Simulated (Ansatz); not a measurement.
```yaml
crystal:
  lattice:
    - [3.93133, 0.00000, 0.00000]
    - [0.00000, 3.93133, 0.00000]
    - [0.00000, 0.00000, 5.55318]
  atoms:
    - { symbol: P, position: [0.00000, 0.00000, 0.00000] }
    - { symbol: Ga, position: [0.00000, 0.50000, 0.75853] }
    - { symbol: As, position: [0.50000, 0.50000, 0.50000] }
    - { symbol: Ga, position: [0.50000, 0.00000, 0.24147] }
```

Space group P-4m2; started from the ordered alloy on zincblende lattice prototype, which need not be the ambient phase.

Method: Ansatz, DFT, PBE0, plane waves, PAW.

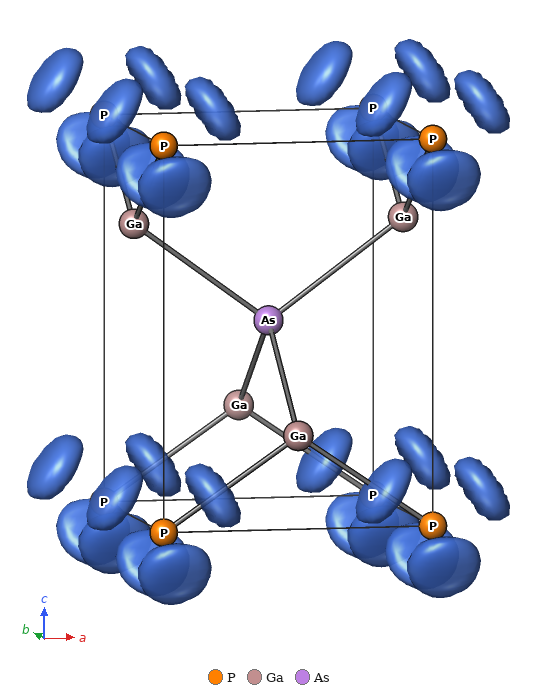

Ga₂AsP. Isosurface of the ELF at 0.85 (blue), seen slightly off an axis. Core shells and regions of very low density are left out. Sticks mark near contacts.

Core electrons are frozen (PAW), and the valence fields are smoothed inside the atomic spheres.

**Describe the localisation domains.**

At this value the surface marks out four lobes of the valence shell of P pointing towards Ga (polar bonds), counted in one cell of 4 atoms. Regions shared between cells count once. Profiles from the grid: Ga–P (2.38 Å): the ELF peaks at about 0.90 between the atoms (localised, covalent bonding). Ga–As (2.43 Å): the ELF peaks at about 0.80 between the atoms (localised, covalent bonding).

**Metal or insulator at this level of theory?**

It is gapped, with a Kohn–Sham gap of 2.6 eV on the k-point mesh, an upper bound to the gap of this method.
